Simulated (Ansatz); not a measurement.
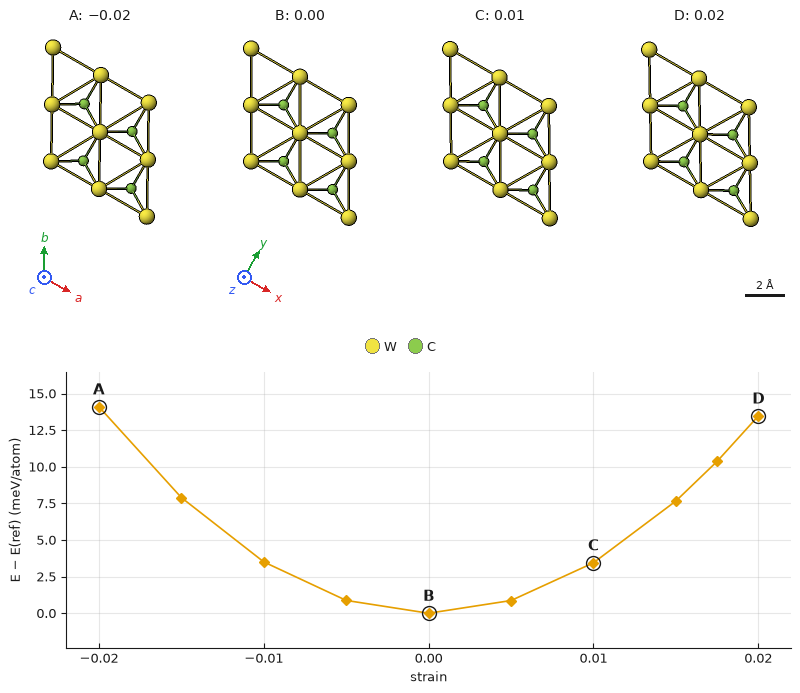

A crystal of WC (P-6m2): the cell is strained along x and oppositely along y, with the atoms kept at their fractional coordinates. x, y and z are the Cartesian axes of the input. The lettered frames are marked on the plot. The picture is a ball-and-stick view of the cell of the calculation, repeated 2 × 2 × 2 with one cell outlined, seen along the c axis.

These are results of DFT r2SCAN, scalar-relativistic, plane waves, PAW in Ansatz 0.2.0, not measurements. Set-up: plane-wave cutoff 500 eV; k-point mesh 18 × 18 × 16; occupations gaussian; smearing width 0.15 eV; no spin polarisation. Energies (free energies at the smearing named) are counted from the cell as listed in its source, which wasn't relaxed.

Read off the main features of the energy profile.

Answer. The lowest computed point lies at the strain 0.00 (0.0 meV/atom). At the ends of the scan the energy is 14.1 meV/atom (−0.02) and 13.5 meV/atom (0.02). The unrelaxed reference is under a pressure of 4.3 GPa. The distortion takes the space group from P-6m2 to Amm2. At the strain −0.02 the cell of the drawing goes a 2.901 → 2.842 Å, b 2.901 → 2.930 Å, γ 120.0° → 119.0°.

The computed points:

```tsv
strain	E − E(ref) (meV/atom)
−0.0200	14.1
−0.0150	7.9
−0.0100	3.5
−0.0050	0.9
0.0000	0.0
0.0050	0.9
0.0100	3.4
0.0150	7.7
0.0175	10.4
0.0200	13.5
```
